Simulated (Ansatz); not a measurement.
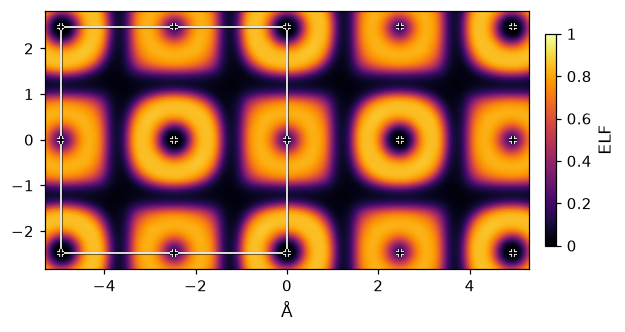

The electron localisation function on a plane through atoms (crosses mark nuclei in the plane).

The calculation used Ansatz, DFT, r2SCAN, plane waves, PAW.

Candidates:
A. SrO, a = 4.95 Å, b = 4.95 Å, c = 4.95 Å, α = 90.00°, β = 90.00°, γ = 90.00°. Space group Fm-3m; started from the rocksalt prototype, which need not be the ambient phase; changed on purpose from its base cell (hydrostatic strain -4.0%); computed pressure about 15 GPa in this cell.
B. SiC, a = 3.08 Å, b = 3.08 Å, c = 5.05 Å, α = 90.00°, β = 90.00°, γ = 120.00°. Space group P6₃mc; started from the wurtzite prototype, which need not be the ambient phase.
C. GaN, a = 2.88 Å, b = 2.88 Å, c = 4.22 Å, α = 90.00°, β = 90.00°, γ = 90.00°. Space group I4/mmm; started from the rocksalt prototype, which need not be the ambient phase; changed on purpose from its base cell (biaxial xy strain -3.5%); computed pressure about 21 GPa in this cell.

Which system is this?

Answer. Candidate A: SrO on the (001) plane of the conventional cell, which holds Sr and O. Sr–O (2.48 Å): the ELF is about 0.10 at the midpoint; a largely ionic contact.
